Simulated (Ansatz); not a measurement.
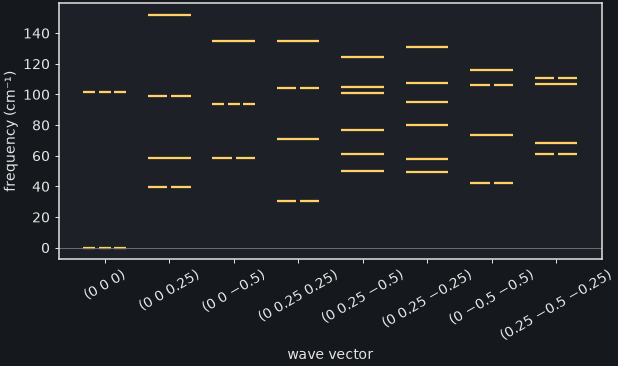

Method: harmonic phonon frequencies at the irreducible points of a q mesh with atoms at rest in the given cell, q in fractions of the reciprocal cell vectors, no long-range term at q = 0, imaginary frequencies are negative, the first points where there are many; plane waves with PAW datasets (Ansatz 0.2.0). Level: PBE, no spin polarisation.

```csv
setting,value
wave cutoff,420 eV
k mesh,8×8×8
occupations,fixed
pressure,0 GPa
phonon method,linear response
q mesh,4×4×4
```

The given structure:
```yaml
crystal:
  lattice:
    - [0.00000, 3.34947, 3.34947]
    - [3.34947, 0.00000, 3.34947]
    - [3.34947, 3.34947, 0.00000]
  atoms:
    - { symbol: Rb, position: [0.00000, 0.00000, 0.00000] }
    - { symbol: Cl, position: [0.50000, 0.50000, 0.50000] }
```

Figure. Phonon frequencies at several wave vectors (in fractions of the reciprocal vectors of the given cell) for RbCl, space group Fm-3m (No. 225) (cell built by us, not taken from a database). Imaginary frequencies are drawn as negative.

No frequency is imaginary, so the structure is stable to these displacements at the wave vectors computed. The highest mode among the wave vectors computed lies at 151.8 cm⁻¹, at (0 0 0.25) (at the zone centre itself the field of polar modes is left out).
